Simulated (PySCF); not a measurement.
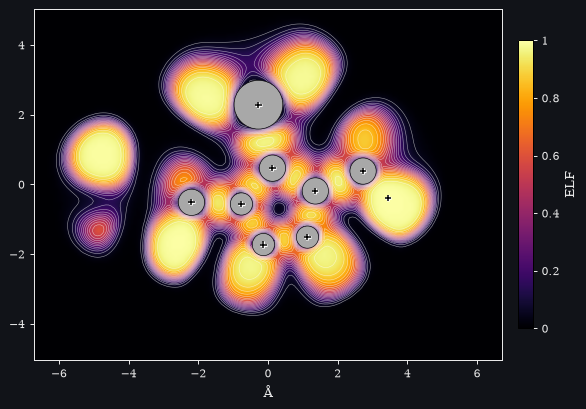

The ELF on a plane through atoms (crosses mark nuclei in the plane; grey discs cover the cores).

All numbers below come from PBE0/pcSseg-1, SCF density, gas phase, non-relativistic in PySCF.

Candidates:
A. C$_{6}$H$_{13}$N$_{3}$Si (SMILES CCCn1nnc(C)c1[SiH3])
B. C$_{3}$H$_{2}$N$_{2}$ (SMILES N#CCC#N)
C. C$_{6}$H$_{6}$F$_{3}$O (SMILES F[C+]1CCC=C1OC(F)F) (charge +1)

Q: Which system is this?

A: Candidate A: C$_{6}$H$_{13}$N$_{3}$Si on the plane of atoms C3, N4 and N5, which holds C, N, Si and H. N–N (1.28 Å): the ELF peaks at about 0.90 between the atoms: localised, covalent bonding. C–N (1.34 Å): the ELF peaks at about 0.90 between the atoms: localised, covalent bonding.
